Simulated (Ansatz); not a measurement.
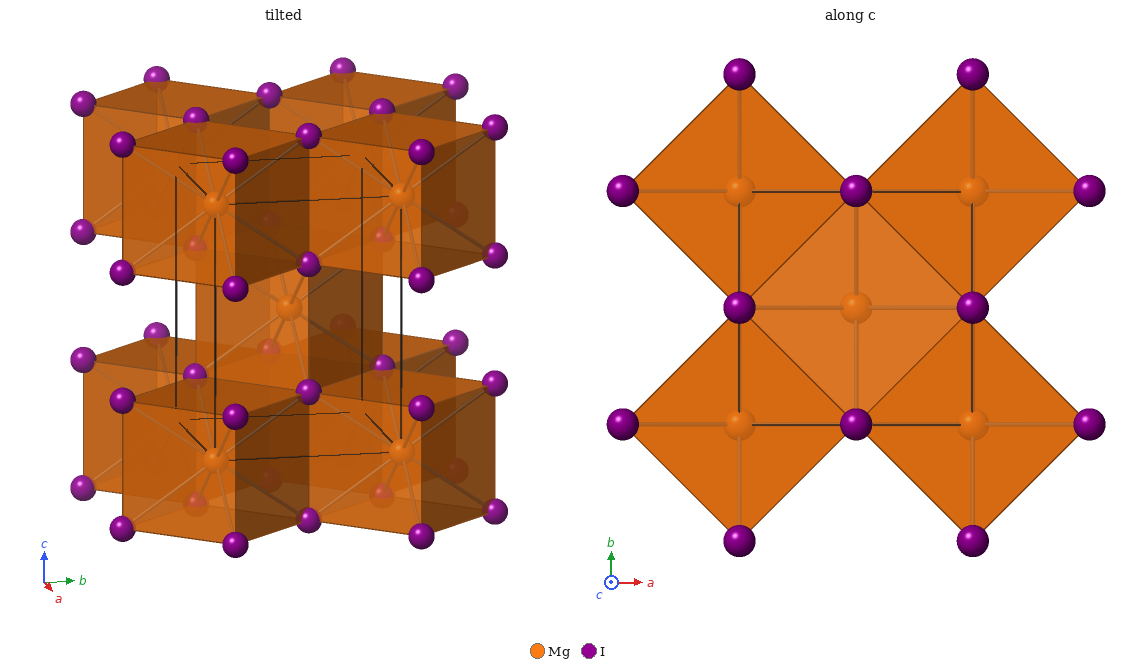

The figure gives a polyhedral picture of the atoms, viewed slightly off an axis and along the c axis. The conventional unit cell is outlined; an atom on or near a face, edge or corner is repeated at each equivalent position. Some atoms of the next cells are drawn as well.

MgI$_{2}$, space group I4/mmm (No. 139), a = 5.444 Å, b = 5.444 Å, c = 7.513 Å, α = 90.00°, β = 90.00°, γ = 90.00°. The cell started as a structure type filled with these elements by a generator (whether the compound takes this form wasn't checked). The cell was then strained or its atoms displaced on purpose. It was run through Ansatz as a DFT input.

This one geometry was computed with Ansatz (DFT, plane waves, PAW) at three levels of theory: r2SCAN, PBE and HSE06. It was relaxed with r2SCAN and then strained.

How does the band gap change with the level of theory?

Answer. PBE: a gap of 0.38 eV, indirect; r2SCAN: a gap of 1.09 eV, indirect; HSE06: a gap of 1.18 eV, indirect.

Collect the results in a table.

Answer.
| level | cutoff (eV) | k-mesh of the run's cell | gap (eV) | pressure (GPa) |
| --- | --- | --- | --- | --- |
| r2SCAN | 500 | 6×6×6 | 1.09 | -1.4 |
| PBE | 420 | 6×6×6 | 0.38 | -1.1 |
| HSE06 | 420 | 4×4×4 | 1.18 | -1.7 |

Gaps are taken on the k-mesh or band path of each run.
